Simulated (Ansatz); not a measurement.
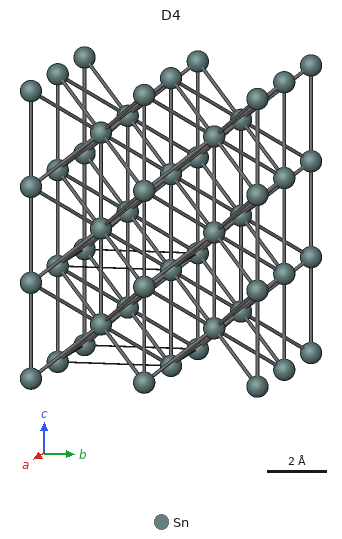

Crystalline Sn (set up in I4/mmm), relaxed (cell and atoms) with several dispersion corrections. The picture shows the result with D4. The picture is a ball-and-stick view of the conventional cell (2 times the calculation's cell), repeated 2 × 2 × 3 with one cell outlined, seen slightly off an axis. Lengths and directions refer to the drawn axes.

Computed with Ansatz 0.2.0: PBE, Ansatz PAW. (plane-wave cutoff 420 eV; k-point mesh 10 × 10 × 10; occupations fermi-dirac; smearing width 0.05 eV; no spin polarisation; cell and atoms relaxed; force threshold 0.01 eV/Å)

```json
{"dispersion correction": "D4", "volume (Å³/atom)": "26.496", "a (Å)": "3.992", "c (Å)": "3.325"}
{"dispersion correction": "none", "volume (Å³/atom)": "27.810", "a (Å)": "4.064", "c (Å)": "3.368"}
{"dispersion correction": "D3(BJ)", "volume (Å³/atom)": "?", "a (Å)": "?", "c (Å)": "?"}
{"dispersion correction": "D3(BJ)-ATM", "volume (Å³/atom)": "26.636", "a (Å)": "4.000", "c (Å)": "3.329"}
```

Question: Estimate the missing row from the others, and compare with the calculation.

Answer: With D3(BJ) the volume falls between D4 (26.496) and D3(BJ)-ATM (26.636). The calculation gives 26.521 Å³/atom (a = 3.994 Å, c = 3.326 Å). In order of volume: D4 < D3(BJ) < D3(BJ)-ATM < none; the spread is 5.0 %.
